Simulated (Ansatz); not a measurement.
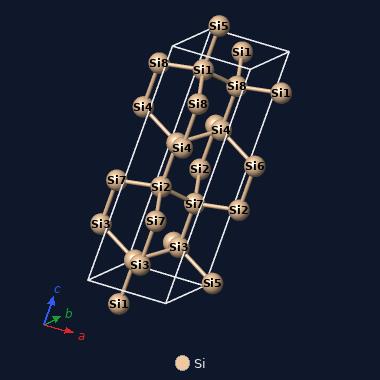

The system is Si (P6_3/mmc, No. 194; 8 atoms in the cell); the picture shows the reference structure. Gamma surface: rigid slide across a plane, one fault a cell; the plane is (0 0 1) of the conventional cell. Places are given modulo a cell vector. The map is drawn in real space over the plane of the slide. Nothing is relaxed (rigid halves, spacing across the cut fixed). The grid has 12 × 12 points; 19 points were computed and 125 follow by symmetry. Energies: meV/Å², counted from the lowest grid point. The band gap closes in part of the range. Level of theory: Ansatz, DFT PBE, scalar-relativistic, plane waves, PAW. Settings: cutoff 420 eV, k-mesh 10×10×3 in the order of the run's cell vectors, gaussian smearing 0.05 eV, no spin polarisation.

Its coordinates:

```xyz
8
Lattice="-3.8511 0.0000 0.0000 -1.9255 -3.3351 0.0000 0.0000 0.0000 12.7294" Properties=species:S:1:pos:R:3 pbc="T T T"
Si   -1.9255   -1.1117   11.5387
Si   -1.9255   -1.1117    5.1741
Si   -3.8511   -2.2234    1.9917
Si   -3.8511   -2.2234    8.3564
Si   -1.9255   -1.1117    1.1906
Si   -1.9255   -1.1117    7.5553
Si   -3.8511   -2.2234    4.3730
Si   -3.8511   -2.2234   10.7376
```

The input of one point:

```yaml
crystal:
  lattice:
    - [-3.8510822046, 0.0, 0.0]
    - [-1.9255411023, -3.3351350213, 0.0]
    - [0.0, 0.0, 12.7293621948]
  atoms:
    - { symbol: Si, position: [0.3333333333, 0.3333333333, 0.0314660365] }
    - { symbol: Si, position: [0.3333333333, 0.3333333333, 0.5314660365] }
    - { symbol: Si, position: [0.6666666667, 0.6666666667, 0.2814660365] }
    - { symbol: Si, position: [0.6666666667, 0.6666666667, 0.7814660365] }
    - { symbol: Si, position: [0.3333333333, 0.3333333333, 0.2185339635] }
    - { symbol: Si, position: [0.3333333333, 0.3333333333, 0.7185339635] }
    - { symbol: Si, position: [0.6666666667, 0.6666666667, 0.4685339635] }
    - { symbol: Si, position: [0.6666666667, 0.6666666667, 0.9685339635] }
basis:
  ecutwfc: 420
kpoints:
  mp_grid: { grid: [10, 10, 3] }
hamiltonian:
  xc: pbe
  pseudopotentials: { kind: paw, azcp: { folder: soft_1 } }
scf:
  occupations: { method: gaussian, width: 0.05 }
output:
  forces: true
  stress: true
  eigenvalues: true
  write_density: true
  write_potential: true
  elf: true
  volumetric_format: npy
```

Range: slide along a1 from 0.000 to 0.917; slide along a2 from 0.000 to 0.917.

What will the energy surface look like?

The lowest grid point is at (0/12, 0/12) of the cell vectors. It is the only kind of minimum in the scanned range. The highest grid point, (4/12, 4/12) of the cell vectors, lies 123 meV/Å² above the lowest. On the interpolated surface the easiest way out of the lowest well to its copy in the next cell or period passes a barrier of about 108 meV/Å².

| slide along a2 ↓, slide along a1 → | 0/12 | 1/12 | 2/12 | 3/12 | 4/12 | 5/12 | 6/12 | 7/12 | 8/12 | 9/12 | 10/12 | 11/12 |
| --- | --- | --- | --- | --- | --- | --- | --- | --- | --- | --- | --- | --- |
| 11/12 | 4 | 4 | 12 | 28 | 54 | 83 | 106 | 106 | 83 | 54 | 28 | 12 |
| 10/12 | 16 | 12 | 16 | 28 | 50 | 77 | 102 | 114 | 102 | 77 | 50 | 28 |
| 9/12 | 37 | 28 | 28 | 37 | 54 | 77 | 101 | 117 | 117 | 101 | 77 | 54 |
| 8/12 | 66 | 54 | 50 | 54 | 66 | 83 | 102 | 117 | 123 | 117 | 102 | 83 |
| 7/12 | 94 | 83 | 77 | 77 | 83 | 94 | 106 | 114 | 117 | 117 | 114 | 106 |
| 6/12 | 108 | 106 | 102 | 101 | 102 | 106 | 108 | 106 | 102 | 101 | 102 | 106 |
| 5/12 | 94 | 106 | 114 | 117 | 117 | 114 | 106 | 94 | 83 | 77 | 77 | 83 |
| 4/12 | 66 | 83 | 102 | 117 | 123 | 117 | 102 | 83 | 66 | 54 | 50 | 54 |
| 3/12 | 37 | 54 | 77 | 101 | 117 | 117 | 101 | 77 | 54 | 37 | 28 | 28 |
| 2/12 | 16 | 28 | 50 | 77 | 102 | 114 | 102 | 77 | 50 | 28 | 16 | 12 |
| 1/12 | 4 | 12 | 28 | 54 | 83 | 106 | 106 | 83 | 54 | 28 | 12 | 4 |
| 0/12 | 0 | 4 | 16 | 37 | 66 | 94 | 108 | 94 | 66 | 37 | 16 | 4 |

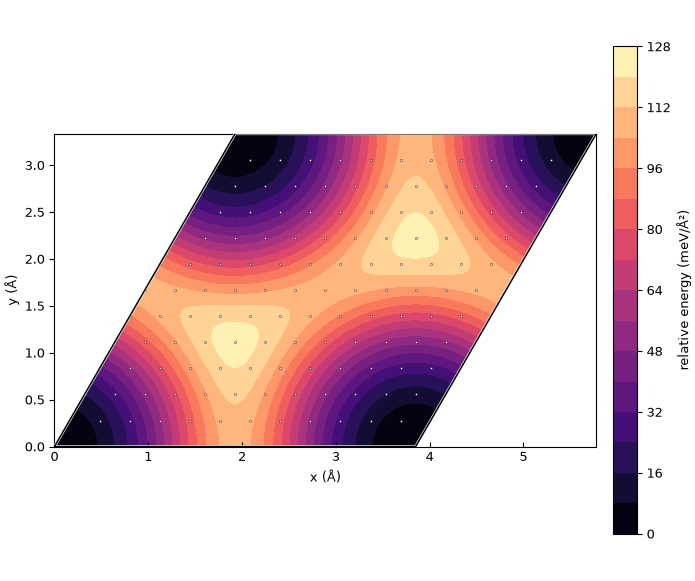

The picture shows filled contours, dots at the grid points, the outline of one cell of the plane. Between grid points the surface is interpolated.

Time for the 19 points that were run: 13 min on 2 threads of Arm Neoverse N1, with other jobs on the host.
